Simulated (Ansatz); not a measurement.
# Sampling a charged cell: V_N in Si3N4 (P6_3/m), part 2 of 2

Aim: the (+1/0) level of V_N in Si3N4 (P6_3/m) as a function of the k-point sampling, with the cost of each choice. The model is a cell of 126 host atoms with 1 N taken out; the atoms are relaxed once and then held.

Ansatz 0.2.0; plane-wave PAW DFT; relaxations with PBEsol, then single points with PBEsol, on supercells at fixed charge in a uniform background.

So far: The starting structure; Relaxing both charge states, PBEsol.

## Step 3: First setting: the zone centre alone

The defect state overlaps with its images and forms a narrow band, so the k-points decide which part of that band enters the energy. A point off the zone centre usually averages it better, but needs complex orbitals and more time.

File qp1.kg/input.yaml:

```yaml
crystal:
  checkpoint: "../qp1.relax.run"
  host: checkpoint
total_charge: 1
basis:
  ecutwfc: 420
  xc_grid: 2
hamiltonian:
  xc: pbesol
  pseudopotentials: { kind: paw, azcp: { folder: soft_1 }, xc_functional: pbe }
kpoints:
  mp_grid: { grid: [1, 1, 1] }
scf:
  occupations: { method: fixed }
  max_iter: 100
output:
  forces: true
  charged_corrections:
    epsilon: [4.29, 4.29, 4.37]
    static_epsilon: [8.29, 8.29, 8.24]
    defect_position: [0.576408, 0.453209, 0.583333]
  eigenvalues: true
checkpoint:
  read: "../qp1.relax.run"
  write: "../qp1.kg.run"
  compress: false
  write_wavefunctions: false
  write_every: 100000
```

The run is started by

```console
ansatz run input.yaml --threads 32 --pin off --max-ram 84787MiB --backend cuda --events-out ev --progress --plain --runs-dir out --max-vram 78GiB
```

Numbers of over 12 decimals in the logs are rounded to 6 here.

Output:

```text
[...]
crystal.checkpoint: the structure is that of <dir>, a `relax` run, at its step 8: its result, under pbesol at a charge of 1 e; 125 atoms read, 0 with a starting moment; crystal.structure_sha256 for this input is
[...]
device memory: the entry about to start is reckoned to put 4.3 GiB on a device that reports 182.5 GiB free (of which the cap on the GPU budget leaves the run 78.0 GiB)
GPU FFT provider: cuFFT
GPU libraries: cuBLAS 13.8.1, cuFFT 12.4.0, cuSOLVER 12.3.2
GPU matrix products: emulated (plane waves: as basis.precision tells), large ones in fixed point in workspaces of 1.00 GiB
Crystal: 125 atoms, lattice volume = 1318.628 Å³
Basis set: ecut = 420 eV, 25805 PW (Γ), exchange–correlation on 180×180×120 points (8 copies of the dense FFT grid, shifted against one another)
Bands: 410, of which v1, the nominal top of the filled ones, is band 285 counted from 1 (284 counted from 0)
Symmetry: 1 space group operations
[...]
k-points: 1
[...]
GPU buffer pool allocated for 486000 grid points (all kernels)
GPU transforms: local potential and band sums: pruned to the plane-wave sphere, on 90×90×60
[...]
iter 1 solved again at ethr=8.79e-6 eV; its pass at ethr=3.10e-3 eV (dr2=5.01e-2 eV) is discarded
[...]
SCF iter   7: F=-60587.770454 eV  HF=-60587.770454 eV  |Δ(HF+E_count)|=   1.31e-7  Δρ=1.85e-6  dr2=4.42e-8  Hψ=3134
SCF 1 converged in 7 iterations: F = -60587.770454 eV  dr2 = 4.42e-8
[...]
SCF converged after 7 iterations
Free energy (F): -60587.770454 eV
[...]
Internal energy: -60587.770454 eV  (E = F + TS)
E sigma→0 (E₀):  -60587.770454 eV
Fermi energy:    7.917173 eV
[...]
--- Forces (eV/Å), atoms counted from 1 ---
  atom   1  Si    -0.00136534     0.06094318     0.00256487
  atom   2  Si    -0.01545791     0.05795688     0.00783657
  [... 4 atoms left out ...]
  [... 119 more lines of this table ...]
  max |Σ_I F_I| component: 4.29e-5 eV/Å
[...]
F Makov-Payne    = n/a  (the rows are of the electrons' constant alone; ansatz place-levels tells what screens the charge)
[...]
--- Band table (eV) ---
[...]
```

The job ended after 1.6 s (1 × NVIDIA GB200 with 32 threads of Arm Neoverse V2, shared host; peak memory 1.2 GiB).

Reading the cycles: dr2 is the Hartree energy of the density residual (eV), the measure of convergence; HF is the Harris–Foulkes estimate of the energy, which meets the free energy F at convergence.

Both charges and the host at this setting go to place-levels, which corrects for the image charge and aligns the potentials.

File levels.kg.yaml:

```yaml
host:
  run: host.kg.run
states: [q0_M1.kg.run, qp1.kg.run]
geometry_from:
  q0_M1.kg.run: q0_M1.relax.run
  qp1.kg.run: qp1.relax.run
  host.kg.run: host.relax.run
chemical_potentials:
  "N":
    energy: -378.476431
    dataset: "<sha256 of the dataset>"
```

The run is started by

```console
ansatz place-levels levels.kg.yaml -- --threads 32 --pin off --max-ram 84787MiB
```

Output:

```text
(+1/0) 1.811 eV above the valence edge, 2.356 eV under the conduction edge
formation energy of charge +1: +3.568 eV with the Fermi level at the valence edge
formation energy of charge 0: +5.380 eV with the Fermi level at the valence edge
  edges by pbesol, gap 4.168 eV; the host is sampled to repeats of 8.73 Å
  the defect's cells are sampled to repeats of 8.73 Å, like sampling
  charge +1: -60587.6364 eV with its correction of +0.134 eV, at epsilon [8.29, 8.29, 8.24], aligned at sites: -0.0843 eV, mean over 93 atomic sites at or beyond 4.37 Å from the defect at [0.5764, 0.4532, 0.5833], with +0.002945 for the charge's moments and [...]
  charge 0: +0.000 eV for its dipole among its images, +0.000 omitted
  of states[1] (qp1.kg.run): how wide its charge is, is not read beside other atoms or cores, and a band state would take no correction. [...]
  of states[0] (q0_M1.kg.run): its only k-point is the zone centre, where a defect's energies can be off by tenths of an eV or more: see "From the zone centre to a mesh" in the quickstart
```

It took 0.22 s on 32 threads.

At this setting the gap is 4.168 eV and (+1/0) lies 1.811 eV above the valence top.

## Step 4: The other settings

In the defect's inputs only the studied keys change. One input of each further setting:

qp1.kq/input.yaml, as its differences from qp1.kg/input.yaml of step 3:

```diff
@@ -11,3 +11,3 @@
 kpoints:
-  mp_grid: { grid: [1, 1, 1] }
+  mp_grid: { grid: [1, 1, 1], shift: [0.25, 0.25, 0.25] }
 scf:
@@ -24,3 +24,3 @@
   read: "../qp1.relax.run"
-  write: "../qp1.kg.run"
+  write: "../qp1.kq.run"
   compress: false
```

qp1.km0/input.yaml, as its differences from qp1.kq/input.yaml of step 4:

```diff
@@ -11,3 +11,3 @@
 kpoints:
-  mp_grid: { grid: [1, 1, 1], shift: [0.25, 0.25, 0.25] }
+  mp_grid: { grid: [2, 2, 2] }
 scf:
@@ -24,3 +24,3 @@
   read: "../qp1.relax.run"
-  write: "../qp1.kq.run"
+  write: "../qp1.km0.run"
   compress: false
```

qp1.kms/input.yaml, as its differences from qp1.km0/input.yaml of step 4:

```diff
@@ -11,3 +11,3 @@
 kpoints:
-  mp_grid: { grid: [2, 2, 2] }
+  mp_grid: { grid: [2, 2, 2], shift: [0.5, 0.5, 0.5] }
 scf:
@@ -24,3 +24,3 @@
   read: "../qp1.relax.run"
-  write: "../qp1.km0.run"
+  write: "../qp1.kms.run"
   compress: false
```

qp1.km3/input.yaml, as its differences from qp1.kms/input.yaml of step 4:

```diff
@@ -11,3 +11,3 @@
 kpoints:
-  mp_grid: { grid: [2, 2, 2], shift: [0.5, 0.5, 0.5] }
+  mp_grid: { grid: [3, 3, 3] }
 scf:
@@ -24,3 +24,3 @@
   read: "../qp1.relax.run"
-  write: "../qp1.kms.run"
+  write: "../qp1.km3.run"
   compress: false
```

qp1.km4/input.yaml, as its differences from qp1.km3/input.yaml of step 4:

```diff
@@ -11,3 +11,3 @@
 kpoints:
-  mp_grid: { grid: [3, 3, 3] }
+  mp_grid: { grid: [4, 4, 4], shift: [0.5, 0.5, 0.5] }
 scf:
@@ -24,3 +24,3 @@
   read: "../qp1.relax.run"
-  write: "../qp1.km3.run"
+  write: "../qp1.km4.run"
   compress: false
```

## Step 5: Result against cost

Times of the states on 1 × NVIDIA GB200 with 32 threads of Arm Neoverse V2, shared host; the host is run again at each setting:

```tsv
k-point sampling	gap (eV)	(+1/0) above the valence top (eV)	under the conduction bottom (eV)	level less that at a 4×4×4 shifted mesh (meV)	time, both charge states	time, host and placing	peak memory of a state (GiB)
the zone centre alone	4.168	1.811	2.356	172	4.3 s	7 s	1.2
one point at (¼, ¼, ¼) *	4.186	1.643	2.544	4	4 s	20 s	1.6
a 2×2×2 Γ-centred mesh	4.186	1.636	2.550	-3	7.2 s	8.3 s	1.5
a 2×2×2 shifted mesh	4.187	1.643	2.544	4	6.9 s	14 s	1.4
a 3×3×3 Γ-centred mesh	4.186	1.639	2.547	0	13 s	7.8 s	1.9
a 4×4×4 shifted mesh	4.186	1.639	2.547	0	26 s	15 s	2.3
```

* started from the relaxation's converged state in the same settings, so its time is no fair cost.

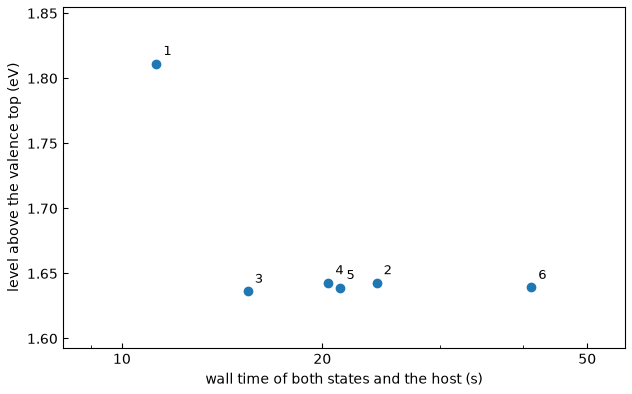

The level against the time spent. Points are numbered: 1 the zone centre alone; 2 one point at (¼, ¼, ¼); 3 a 2×2×2 Γ-centred mesh; 4 a 2×2×2 shifted mesh; 5 a 3×3×3 Γ-centred mesh; 6 a 4×4×4 shifted mesh.

## Step 6: What came out

```
(plus 1/0) level, the zone centre alone  : 1.81 eV
(plus 1/0) level, one point at (¼, ¼, ¼) : 1.64 eV
(plus 1/0) level, a 2×2×2 Γ-centred mesh : 1.64 eV
(plus 1/0) level, a 2×2×2 shifted mesh   : 1.64 eV
(plus 1/0) level, a 3×3×3 Γ-centred mesh : 1.64 eV
(plus 1/0) level, a 4×4×4 shifted mesh   : 1.64 eV
```

Over the settings in the table the level spans 0.175 eV; one point at (¼, ¼, ¼), a 2×2×2 Γ-centred mesh, a 2×2×2 shifted mesh and a 3×3×3 Γ-centred mesh lie within 0.02 eV of the reference (a 4×4×4 shifted mesh, 1.64 eV). The largest miss of the level above the valence top is 172 meV, with the zone centre alone. Only the charges 0 and +1 were run, each from one start, so (+1/0) need not be a change between stable states. What this leaves open: the images are only 8.7 Å apart; PBEsol makes the gap too small and tends to spread out bound carriers.

[Logs are printed without paths, hosts, clocks, repeated set-up lines and the standing remarks that a program may print on its own settings, such as how far it seeks lower states.]

[Hosts, paths, dates, database ids (printed as entryN), source tags and the programs' standing remarks are cut or masked in the printed files.]

[Where a table of states has a column of steps, it counts the stored structures, which are thinned; the runs took as many ionic steps or more.]

[For some hosts the program warned that the k-mesh of the response run may be too coarse for force constants and the static dielectric constant; such warnings are not shown here.]
